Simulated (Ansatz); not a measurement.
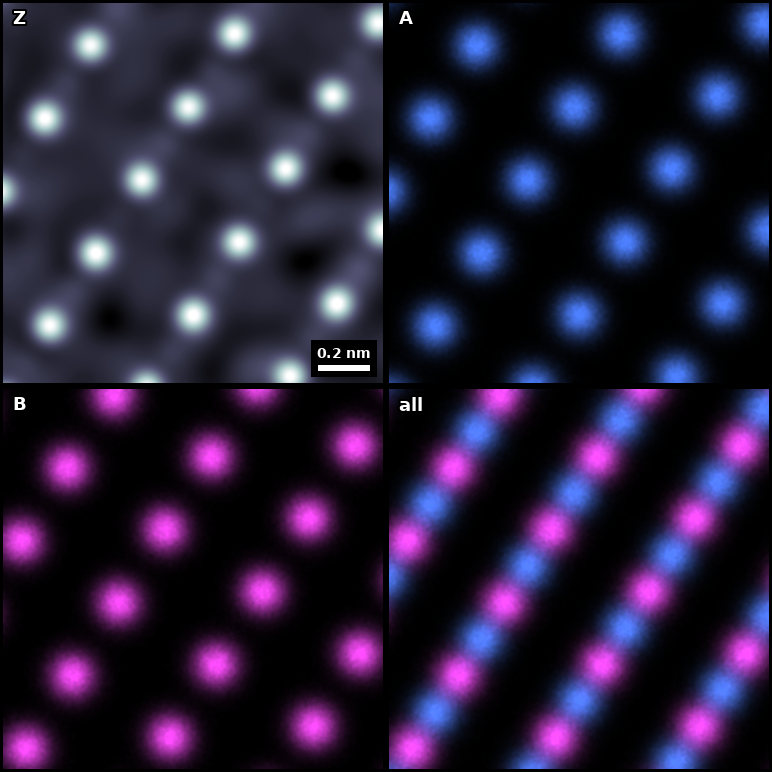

GaN (P6/mmm, No. 191) along [100]. Panel Z: Simulated incoherent Z contrast: every atom adds Z^1.7 spread by a probe of 1.04 Å full width; channelling and multiple scattering are left out. The probe carries 15 % of its weight in a tail 2.5 times as wide. The display is stretched by a gamma of 0.8; percentages refer to the linear signal. The speckle of an amorphous layer was added. The other panels are simulated element maps (the number of atoms of one element along the beam, blurred by 1.4 Å, with counting noise; each on its own scale, no channelling); the last overlays them. Model: the geometry relaxed with DFT PBE, scalar-relativistic, plane waves, PAW (Ansatz 0.2.0); the starting structure was generated, so it need not be a known form of this composition.

```cif
data_structure
_symmetry_space_group_name_H-M 'P6/mmm'
_symmetry_Int_Tables_number 191
_cell_length_a 5.2304
_cell_length_b 5.2304
_cell_length_c 3.3901
_cell_angle_alpha 90.000
_cell_angle_beta 90.000
_cell_angle_gamma 120.000
_cell_volume 80.32
loop_
_atom_site_label
_atom_site_type_symbol
_atom_site_symmetry_multiplicity
_atom_site_Wyckoff_symbol
_atom_site_fract_x
_atom_site_fract_y
_atom_site_fract_z
_atom_site_occupancy
Ga1 Ga 1 b 0.00000 0.00000 0.50000 1
N1 N 1 a 0.00000 0.00000 0.00000 1
```

Q: Which element does each lettered map show?

A: Ga, B: N. The projected cell (3.39 × 4.53 Å, 90°) holds 2 columns: 1 of Ga and 1 of N. No column is shared by two of the mapped elements.
